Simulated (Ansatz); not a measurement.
**GaN: geometry relaxation (part 1 of 2)**

GaN (4 atoms in the cell), computed with DFT PBE, scalar-relativistic, plane waves, PAW, no spin polarisation (Ansatz 0.2.0).

The structure derives from a Materials Project entry.

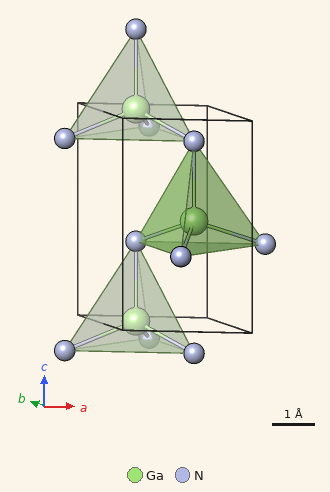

Fig. 1: The input geometry (polyhedral view of the cell of the calculation, seen slightly off an axis; polyhedra are completed across the faces of the cell).

Key numbers:

| quantity | value |
| --- | --- |
| outcome | converged |
| space group (tolerance 0.01 Å) | P6₃mc (186) |
| electrons treated | 36 |
| free energy | −8335.8376 eV |
| Fermi energy | 10.116 eV |
| gap on the k-point mesh | 1.71 eV |
| pressure | 0.00 GPa |
| final volume | 47.03 Å³ |
| largest force (length of the vector) at the end | under 0.001 eV/Å |
| final cell | a = 3.218 Å, b = 3.218 Å, c = 5.243 Å, α = 90.00°, β = 90.00°, γ = 120.00° |
| hardware | 4 threads of AMD EPYC (Zen 3), 189 GiB of memory available, shared host |
| wall time | 45 s (CPU time 2 min) |
| peak memory | 0.46 GiB |

The input:
```yaml
crystal:
  lattice:
    - [3.1889304, 0.0, 0.0]
    - [-1.5944652, 2.76169474, 0.0]
    - [0.0, 0.0, 5.19235725]
  atoms:
    - { symbol: Ga, position: [0.66666667, 0.33333333, 0.49908371] }
    - { symbol: Ga, position: [0.33333333, 0.66666667, 0.99908371] }
    - { symbol: "N", position: [0.66666667, 0.33333333, 0.87591629] }
    - { symbol: "N", position: [0.33333333, 0.66666667, 0.37591629] }
basis:
  ecutwfc: 420
kpoints:
  mp_grid: { grid: [12, 12, 6] }
hamiltonian:
  xc: pbe
scf:
  occupations: { method: gaussian, width: 0.02 }
output:
  forces: true
  stress: true
  eigenvalues: true
  write_density: true
  write_potential: true
  elf: true
  volumetric_format: npy
relax:
  adjacent_minimum: "off"
  f_tol: 0.005
  max_steps: 80
  cell: { stress_tol: 0.05 }
```

Launch command:
```bash
ansatz run input.yaml --threads 4 --pin off --max-ram 8192MiB --backend cpu --events-out ev --progress --plain --runs-dir out
```

Log:
```
Engine: ansatz 0.2.0, x86_64-unknown-linux-gnu
Pseudopotentials: kind: paw
Pseudopotential: Ga, paw, valence charge 13, recommended cutoff 420 eV (normal), Ga.paw.azcp
Pseudopotential: N, paw, valence charge 5, recommended cutoff 420 eV (normal), N.paw.azcp
Functional definition: PBE
  parameter kappa = 0.804
  parameter beta = 0.06672455060314922
  exchange = pbe_x(kappa = kappa, mu = beta*pi^2/3)
  correlation = pbe_c(beta = beta)
Crystal: 4 atoms, lattice volume = 45.728 Å³
Basis set: ecut = 420 eV, 917 PW (Γ), exchange–correlation on 48×48×72 points (8 copies of the dense FFT grid, shifted against one another)
Bands: 22, of which v1, the nominal top of the filled ones, is band 18 counted from 1 (17 counted from 0)
Symmetry: 12 space group operations
Space group: P63mc (ITA 186), of the structure as read, at distance tolerance 3.6e-5 Å
k-points: 76 of 864 (time reversal used)
Non-local potential: Ga, projectors of the file, l = 0: 2, l = 1: 2, l = 2: 3, l = 3: 1
Non-local potential: N, projectors of the file, l = 0: 2, l = 1: 2, l = 2: 1
PAW form: soft (Blöchl's): semilocal exchange-correlation on the pseudo side does not see the compensation charge
PAW one-centre angular grid: Ga, 590 points (default); XC on 64 Gauss nodes
PAW one-centre angular grid: N, 110 points (default); XC on 64 Gauss nodes
Initial density: superposition of atomic densities (neutral atoms: chi_scale 0, normalization atom), corrected by the library's trained network
Initial wavefunctions: pseudopotential atomic-orbital guess
Functional: x = pbe(κ = 0.804, μ = 0.2195149727645171), c = pbe(β = 0.06672455060314922)
SCF iter   1: F=—  HF=-8335.816216 eV  |F-HF|=—  |Δ(HF+E_count)|=         —  Δρ=8.51e-4  dr2=1.98e-4  ethr=1.77e-3  ⟨swp⟩=5.3  Hψ=6886  notcnv=0
preconditioner: auto → Resta (q_TF=auto, 2.622 Å⁻¹)  ε∞=5.0  [insulator: Δε(μ)=1.893 eV  Ē_g=16.574 eV  σ=0.020 eV  W_gap=1.00  n_scr=22 (ndim 8)  ℏωp=32.9 eV  f_vac=0.009  D(μ)=0.00/eV (n_scr^D=0)  ε∞_Penn≈5.0]
SCF iter   2: F=—  HF=-8335.816811 eV  |F-HF|=—  |Δ(HF+E_count)|=   5.95e-4  Δρ=3.99e-4  dr2=2.74e-5  ethr=5.50e-7  ⟨swp⟩=2.1  Hψ=3789  notcnv=0
SCF iter   3: F=—  HF=-8335.816922 eV  |F-HF|=—  |Δ(HF+E_count)|=   1.12e-4  Δρ=1.86e-4  dr2=7.10e-6  ethr=7.60e-8  ⟨swp⟩=2.0  Hψ=2915  notcnv=0
SCF iter   4: F=—  HF=-8335.816950 eV  |F-HF|=—  |Δ(HF+E_count)|=   2.73e-5  Δρ=5.71e-5  dr2=1.05e-6  ethr=1.97e-8  ⟨swp⟩=2.0  Hψ=3007  notcnv=0
iter 5 did not close the SCF: its close was put off for the readings that it lacked (scf_convergence_deferred on its scf_iter line)
SCF iter   5: F=-8335.816953 eV  HF=-8335.816953 eV  |F-HF|=2.40e-7  |Δ(HF+E_count)|=   2.76e-6  Δρ=1.90e-5  dr2=9.87e-8  ethr=2.93e-9  ⟨swp⟩=2.0  Hψ=3029  notcnv=0
SCF iter   6: F=-8335.816953 eV  HF=-8335.816953 eV  |F-HF|=2.91e-9  |Δ(HF+E_count)|=   2.58e-7  Δρ=4.99e-6  dr2=9.95e-9  ethr=2.74e-10  ⟨swp⟩=5.0  Hψ=9742  notcnv=0
SCF 1 converged in 6 iterations: F = -8335.816953 eV  dr2 = 9.95e-9
  greatest PAW one-centre occupation: 0.995 electrons in one spin orbital (limit 2), on the Ga atom at site 1 (counted from 0), in its partial waves of l = 2
relax step   1: F+E_penalty+E_count = -8335.81695284 eV  Δ(F+E_penalty+E_count) = +0.000e0 eV  max|allowed force component| = 5.951e-3 eV/Å  Δτ_max = 0.0000 Å  P = +5.160 GPa  Ω = 45.728 Å³  (6 SCF iters, dr2 threshold 1.00e-7 eV, accepted)
Crystal: 4 atoms, lattice volume = 46.485 Å³
Initial density: handed on by an earlier stage of this run
Initial wavefunctions: those handed on with the density
iter 1 solved again at ethr=1.46e-5 eV; its pass at ethr=3.10e-3 eV (dr2=5.26e-3 eV) is discarded
SCF iter   1: F=—  HF=-8335.832678 eV  |F-HF|=—  |Δ(HF+E_count)|=         —  Δρ=3.17e-3  dr2=5.25e-3  ethr=1.46e-5  ⟨swp⟩=1.0  Hψ=8356  notcnv=0
preconditioner: auto → Resta (q_TF=auto, 2.615 Å⁻¹)  ε∞=4.9  [insulator: Δε(μ)=1.765 eV  Ē_g=16.460 eV  σ=0.020 eV  W_gap=1.00  n_scr=22 (ndim 8)  ℏωp=32.7 eV  f_vac=0.012  D(μ)=0.00/eV (n_scr^D=0)  ε∞_Penn≈4.9]
SCF iter   2: F=—  HF=-8335.831297 eV  |F-HF|=—  |Δ(HF+E_count)|=   1.38e-3  Δρ=6.73e-4  dr2=2.24e-4  ethr=1.46e-5  ⟨swp⟩=2.0  Hψ=2429  notcnv=0
SCF iter   3: F=—  HF=-8335.831318 eV  |F-HF|=—  |Δ(HF+E_count)|=   2.07e-5  Δρ=4.11e-4  dr2=6.86e-5  ethr=6.23e-7  ⟨swp⟩=1.9  Hψ=2848  notcnv=0
SCF iter   4: F=—  HF=-8335.831346 eV  |F-HF|=—  |Δ(HF+E_count)|=   2.82e-5  Δρ=1.09e-4  dr2=4.76e-6  ethr=1.90e-7  ⟨swp⟩=2.8  Hψ=3437  notcnv=0
SCF iter   5: F=—  HF=-8335.831343 eV  |F-HF|=—  |Δ(HF+E_count)|=   3.00e-6  Δρ=5.04e-5  dr2=7.27e-7  ethr=1.32e-8  ⟨swp⟩=2.0  Hψ=3034  notcnv=0
SCF iter   6: F=-8335.831344 eV  HF=-8335.831344 eV  |F-HF|=1.58e-8  |Δ(HF+E_count)|=   1.21e-6  Δρ=1.09e-5  dr2=5.00e-8  ethr=1.11e-9  ⟨swp⟩=9.7  Hψ=12713  notcnv=0
SCF 2 converged in 6 iterations: F = -8335.831344 eV  dr2 = 5.00e-8
relax step   2: F+E_penalty+E_count = -8335.83134415 eV  Δ(F+E_penalty+E_count) = -1.439e-2 eV  max|allowed force component| = 9.357e-4 eV/Å  Δτ_max = 0.0005 Å  P = +1.998 GPa  Ω = 46.485 Å³  energy of the carried Pulay correction = -2.412e-3 eV  (6 SCF iters, dr2 threshold 4.00e-7 eV, accepted)
Crystal: 4 atoms, lattice volume = 46.976 Å³
Basis set: ecut = 420 eV, 941 PW (Γ), exchange–correlation on 48×48×72 points (8 copies of the dense FFT grid, shifted against one another)
iter 1 solved again at ethr=5.69e-6 eV; its pass at ethr=3.10e-3 eV (dr2=2.05e-3 eV) is discarded
SCF iter   1: F=—  HF=-8335.833480 eV  |F-HF|=—  |Δ(HF+E_count)|=         —  Δρ=1.97e-3  dr2=2.06e-3  ethr=5.69e-6  ⟨swp⟩=2.1  Hψ=8025  notcnv=0
preconditioner: auto → Resta (q_TF=auto, 2.610 Å⁻¹)  ε∞=4.9  [insulator: Δε(μ)=1.704 eV  Ē_g=16.389 eV  σ=0.020 eV  W_gap=1.00  n_scr=22 (ndim 8)  ℏωp=32.5 eV  f_vac=0.013  D(μ)=0.00/eV (n_scr^D=0)  ε∞_Penn≈4.9]
SCF iter   2: F=—  HF=-8335.832937 eV  |F-HF|=—  |Δ(HF+E_count)|=   5.44e-4  Δρ=4.25e-4  dr2=8.99e-5  ethr=5.69e-6  ⟨swp⟩=2.0  Hψ=2418  notcnv=0
SCF iter   3: F=—  HF=-8335.832956 eV  |F-HF|=—  |Δ(HF+E_count)|=   1.95e-5  Δρ=2.58e-4  dr2=2.82e-5  ethr=2.50e-7  ⟨swp⟩=1.3  Hψ=2015  notcnv=0
SCF iter   4: F=—  HF=-8335.832967 eV  |F-HF|=—  |Δ(HF+E_count)|=   1.09e-5  Δρ=4.57e-5  dr2=8.96e-7  ethr=7.84e-8  ⟨swp⟩=3.0  Hψ=3244  notcnv=0
SCF iter   5: F=-8335.832968 eV  HF=-8335.832967 eV  |F-HF|=2.16e-7  |Δ(HF+E_count)|=   9.89e-8  Δρ=2.83e-5  dr2=2.20e-7  ethr=1.11e-9  ⟨swp⟩=9.5  Hψ=14765  notcnv=0
SCF 3 converged in 5 iterations: F = -8335.832968 eV  dr2 = 2.20e-7
  greatest PAW one-centre occupation: 0.995 electrons in one spin orbital (limit 2), on the Ga atom at site 0 (counted from 0), in its partial waves of l = 2
relax step   3: F+E_penalty+E_count = -8335.83296757 eV  Δ(F+E_penalty+E_count) = -1.623e-3 eV  max|allowed force component| = 1.464e-3 eV/Å  Δτ_max = 0.0002 Å  P = +0.082 GPa  Ω = 46.976 Å³  energy of the carried Pulay correction = -3.958e-3 eV  (5 SCF iters, dr2 threshold 4.00e-7 eV, accepted)
Crystal: 4 atoms, lattice volume = 46.998 Å³
iter 1 solved again at ethr=1.40e-8 eV; its pass at ethr=3.10e-3 eV (dr2=5.04e-6 eV) is discarded
SCF iter   1: F=—  HF=-8335.832898 eV  |F-HF|=—  |Δ(HF+E_count)|=         —  Δρ=1.01e-4  dr2=5.11e-6  ethr=1.40e-8  ⟨swp⟩=2.0  Hψ=8263  notcnv=0
preconditioner: auto → Resta (q_TF=auto, 2.610 Å⁻¹)  ε∞=4.9  [insulator: Δε(μ)=1.714 eV  Ē_g=16.387 eV  σ=0.020 eV  W_gap=1.00  n_scr=22 (ndim 8)  ℏωp=32.5 eV  f_vac=0.012  D(μ)=0.00/eV (n_scr^D=0)  ε∞_Penn≈4.9]
SCF iter   2: F=—  HF=-8335.832907 eV  |F-HF|=—  |Δ(HF+E_count)|=   9.40e-6  Δρ=2.82e-5  dr2=4.28e-7  ethr=1.40e-8  ⟨swp⟩=2.0  Hψ=2119  notcnv=0
SCF iter   3: F=—  HF=-8335.832907 eV  |F-HF|=—  |Δ(HF+E_count)|=   1.66e-7  Δρ=1.75e-5  dr2=1.62e-7  ethr=1.10e-10  ⟨swp⟩=7.1  Hψ=10088  notcnv=0
SCF iter   4: F=-8335.832907 eV  HF=-8335.832907 eV  |F-HF|=3.27e-8  |Δ(HF+E_count)|=   1.58e-7  Δρ=6.96e-6  dr2=2.23e-8  ethr=1.10e-10  ⟨swp⟩=5.6  Hψ=10409  notcnv=0
SCF 4 converged in 4 iterations: F = -8335.832907 eV  dr2 = 2.23e-8
relax step   4: F+E_penalty+E_count = -8335.83290720 eV  Δ(F+E_penalty+E_count) = +6.037e-5 eV  max|allowed force component| = 9.352e-4 eV/Å  Δτ_max = 0.0001 Å  P = +0.001 GPa  Ω = 46.998 Å³  energy of the carried Pulay correction = -4.025e-3 eV  (4 SCF iters, dr2 threshold 3.97e-8 eV, accepted)
Initial wavefunctions: pseudopotential atomic-orbital guess (no wavefunctions were taken with the density)
iter 1 solved again at ethr=4.40e-8 eV; its pass at ethr=3.10e-3 eV (dr2=1.58e-5 eV) is discarded
SCF iter   1: F=—  HF=-8335.835966 eV  |F-HF|=—  |Δ(HF+E_count)|=         —  Δρ=5.64e-4  dr2=5.48e-6  ethr=4.40e-8  ⟨swp⟩=3.1  Hψ=11531  notcnv=0
preconditioner: auto → Resta (q_TF=auto, 2.610 Å⁻¹)  ε∞=4.9  [insulator: Δε(μ)=1.716 eV  Ē_g=16.387 eV  σ=0.020 eV  W_gap=1.00  n_scr=22 (ndim 8)  ℏωp=32.5 eV  f_vac=0.012  D(μ)=0.00/eV (n_scr^D=0)  ε∞_Penn≈4.9]
SCF iter   2: F=—  HF=-8335.837132 eV  |F-HF|=—  |Δ(HF+E_count)|=   1.17e-3  Δρ=2.87e-4  dr2=1.73e-6  ethr=1.52e-8  ⟨swp⟩=2.1  Hψ=2798  notcnv=0
SCF iter   3: F=—  HF=-8335.837487 eV  |F-HF|=—  |Δ(HF+E_count)|=   3.55e-4  Δρ=8.61e-5  dr2=1.32e-7  ethr=4.79e-9  ⟨swp⟩=2.9  Hψ=3118  notcnv=0
SCF iter   4: F=—  HF=-8335.837521 eV  |F-HF|=—  |Δ(HF+E_count)|=   3.39e-5  Δρ=7.26e-6  dr2=8.50e-9  ethr=3.68e-10  ⟨swp⟩=2.0  Hψ=3040  notcnv=0
SCF iter   5: F=—  HF=-8335.837521 eV  |F-HF|=—  |Δ(HF+E_count)|=   6.02e-8  Δρ=2.99e-6  dr2=1.12e-9  ethr=2.36e-11  ⟨swp⟩=2.0  Hψ=2999  notcnv=0
SCF iter   6: F=—  HF=-8335.837521 eV  |F-HF|=—  |Δ(HF+E_count)|=   3.09e-8  Δρ=7.78e-7  dr2=3.13e-10  ethr=3.10e-12  ⟨swp⟩=2.0  Hψ=3010  notcnv=0
SCF iter   7: F=-8335.837521 eV  HF=-8335.837521 eV  |F-HF|=2.00e-11  |Δ(HF+E_count)|=  6.33e-10  Δρ=1.59e-7  dr2=9.69e-12  ethr=1.00e-12  ⟨swp⟩=4.0  Hψ=8181  notcnv=0
SCF 5 converged in 7 iterations: F = -8335.837521 eV  dr2 = 9.69e-12
relax step   5: F+E_penalty+E_count = -8335.83752112 eV  Δ(F+E_penalty+E_count) = -4.614e-3 eV  max|allowed force component| = 9.825e-4 eV/Å  Δτ_max = 0.0000 Å  P = +0.131 GPa  Ω = 46.998 Å³  stress off target by 1.39e-1 GPa  SCF on the basis re-selected at this cell (its energy is not comparable with the rows above)  (7 SCF iters)
basis re-selected at this cell: Δ(F+E_penalty+E_count) = -4.614e-3 eV, ΔP = +0.130 GPa vs the last step (what re-selecting the basis moved, of the pressure what is left beyond the Pulay correction that the steps carried, after the strain that the cell walked since its last selection, with what the two solves' SCF thresholds leave and, on support functions, any second-order correction that the steps lacked; it is no measure of the basis error at this ecutwfc). This SCF's stress stands 1.39e-1 GPa from its target on what of the cell is left free (relax.cell.stress_tol is 5.00e-2 GPa) and its largest allowed force component is 9.82e-4 eV/Å (relax.f_tol is 5.00e-3 eV/Å): not within both, so this SCF does not close the relaxation
Crystal: 4 atoms, lattice volume = 47.032 Å³
iter 1 solved again at ethr=2.72e-8 eV; its pass at ethr=3.10e-3 eV (dr2=9.79e-6 eV) is discarded
SCF iter   1: F=—  HF=-8335.837421 eV  |F-HF|=—  |Δ(HF+E_count)|=         —  Δρ=1.37e-4  dr2=9.97e-6  ethr=2.72e-8  ⟨swp⟩=2.5  Hψ=8070  notcnv=0
preconditioner: auto → Resta (q_TF=auto, 2.609 Å⁻¹)  ε∞=4.9  [insulator: Δε(μ)=1.709 eV  Ē_g=16.382 eV  σ=0.020 eV  W_gap=1.00  n_scr=22 (ndim 8)  ℏωp=32.5 eV  f_vac=0.012  D(μ)=0.00/eV (n_scr^D=0)  ε∞_Penn≈4.9]
SCF iter   2: F=—  HF=-8335.837429 eV  |F-HF|=—  |Δ(HF+E_count)|=   7.82e-6  Δρ=3.00e-5  dr2=4.29e-7  ethr=2.72e-8  ⟨swp⟩=2.0  Hψ=2128  notcnv=0
SCF iter   3: F=—  HF=-8335.837429 eV  |F-HF|=—  |Δ(HF+E_count)|=   2.40e-8  Δρ=1.79e-5  dr2=1.38e-7  ethr=1.35e-10  ⟨swp⟩=7.1  Hψ=9454  notcnv=0
SCF iter   4: F=-8335.837429 eV  HF=-8335.837429 eV  |F-HF|=1.02e-8  |Δ(HF+E_count)|=   5.08e-8  Δρ=4.00e-6  dr2=7.15e-9  ethr=1.35e-10  ⟨swp⟩=7.7  Hψ=10202  notcnv=0
SCF 6 converged in 4 iterations: F = -8335.837429 eV  dr2 = 7.15e-9
relax step   6: F+E_penalty+E_count = -8335.83742869 eV  Δ(F+E_penalty+E_count) = +9.243e-5 eV  max|allowed force component| = 1.174e-4 eV/Å  Δτ_max = 0.0001 Å  P = +0.003 GPa  Ω = 47.032 Å³  energy of the carried Pulay correction = -1.070e-4 eV  (4 SCF iters, dr2 threshold 4.86e-8 eV, accepted)
iter 1 solved again at ethr=2.24e-8 eV; its pass at ethr=3.10e-3 eV (dr2=8.07e-6 eV) is discarded
SCF iter   1: F=—  HF=-8335.837546 eV  |F-HF|=—  |Δ(HF+E_count)|=         —  Δρ=6.05e-6  dr2=7.67e-9  ethr=2.24e-8  ⟨swp⟩=3.1  Hψ=11920  notcnv=0
preconditioner: auto → Resta (q_TF=auto, 2.609 Å⁻¹)  ε∞=4.9  [insulator: Δε(μ)=1.710 eV  Ē_g=16.382 eV  σ=0.020 eV  W_gap=1.00  n_scr=22 (ndim 8)  ℏωp=32.5 eV  f_vac=0.012  D(μ)=0.00/eV (n_scr^D=0)  ε∞_Penn≈4.9]
SCF iter   2: F=—  HF=-8335.837556 eV  |F-HF|=—  |Δ(HF+E_count)|=   1.05e-5  Δρ=3.83e-6  dr2=3.40e-9  ethr=2.13e-11  ⟨swp⟩=2.0  Hψ=3042  notcnv=0
SCF iter   3: F=—  HF=-8335.837556 eV  |F-HF|=—  |Δ(HF+E_count)|=   4.13e-9  Δρ=2.12e-6  dr2=1.24e-9  ethr=9.43e-12  ⟨swp⟩=2.8  Hψ=3376  notcnv=0
SCF iter   4: F=—  HF=-8335.837556 eV  |F-HF|=—  |Δ(HF+E_count)|=   2.11e-9  Δρ=1.02e-6  dr2=2.76e-10  ethr=3.46e-12  ⟨swp⟩=2.1  Hψ=2155  notcnv=0
SCF iter   5: F=-8335.837556 eV  HF=-8335.837556 eV  |F-HF|=3.64e-11  |Δ(HF+E_count)|=  6.95e-10  Δρ=2.37e-7  dr2=2.21e-11  ethr=1.00e-12  ⟨swp⟩=4.0  Hψ=8129  notcnv=0
SCF 7 converged in 5 iterations: F = -8335.837556 eV  dr2 = 2.21e-11
relax step   7: F+E_penalty+E_count = -8335.83755616 eV  Δ(F+E_penalty+E_count) = -1.275e-4 eV  max|allowed force component| = 1.247e-4 eV/Å  Δτ_max = 0.0000 Å  P = +0.005 GPa  Ω = 47.032 Å³  stress off target by 5.06e-3 GPa  SCF on the basis re-selected at this cell (its energy is not comparable with the rows above)  (5 SCF iters)
```
